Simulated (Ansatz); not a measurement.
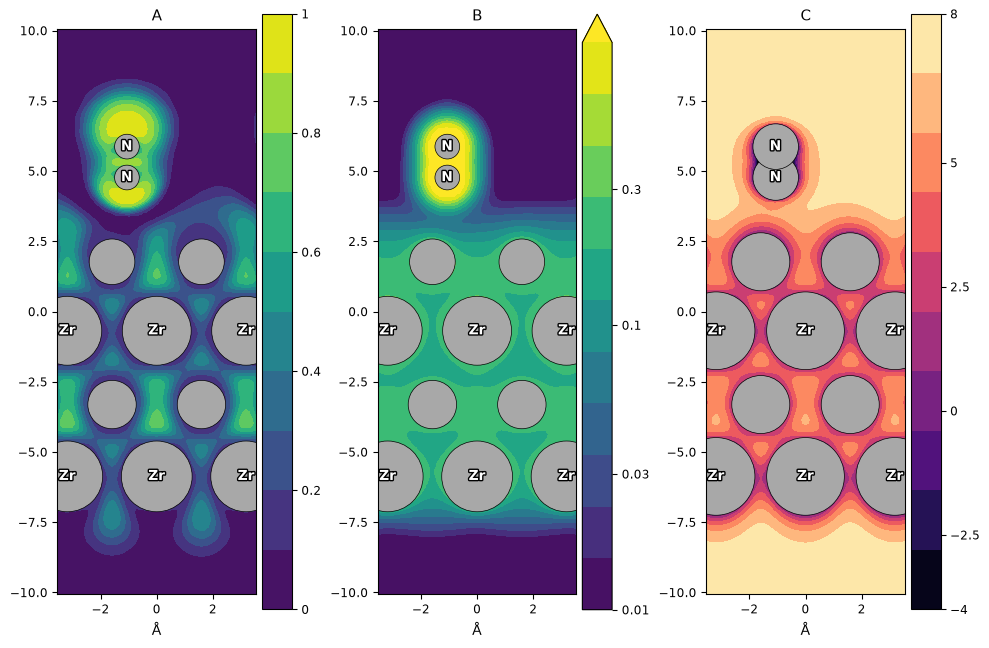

Zr8N (slab): 3 fields on the (11̄0) plane of the calculation cell, a cut from vacuum to vacuum, with unlabelled colour scales. Grey discs cover the atomic cores.

A point of a scan over the structure, not its minimum; not relaxed (largest force 1.0 eV/Å).

These are results of Ansatz 0.2.0, DFT PBE+D3(BJ), scalar-relativistic, plane waves, PAW, not measurements.

```xyz
18
Lattice="6.3664 0.0000 0.0000 -3.1832 5.5135 0.0000 0.0000 0.0000 26.3388" Properties=species:S:1:pos:R:3 pbc="T T T"
Zr    1.5916    0.9189    4.0001
Zr    0.0000    3.6757    4.0001
Zr    4.7748    0.9189    4.0001
Zr    3.1832    3.6757    4.0001
Zr    0.0000    1.8378    6.5576
Zr   -1.5916    4.5946    6.5576
Zr    3.1832    1.8378    6.5576
Zr    1.5916    4.5946    6.5576
Zr    1.5916    0.9189    9.1846
Zr    0.0000    3.6757    9.1846
Zr    4.7748    0.9189    9.1846
Zr    3.1832    3.6757    9.1846
Zr    0.0000    1.8378   11.6388
Zr   -1.5916    4.5946   11.6388
Zr    3.1832    1.8378   11.6388
Zr    1.5916    4.5946   11.6388
N    -0.5305    2.7567   14.6388
N    -0.5305    2.7567   15.7387
```

Match the panels to the quantities (electron localisation function, electrostatic potential energy of an electron and valence pseudo-density).

Answer. Panel A: electron localisation function. Panel B: valence pseudo-density. Panel C: electrostatic potential energy of an electron (low next to the atoms, rising into the space between them).
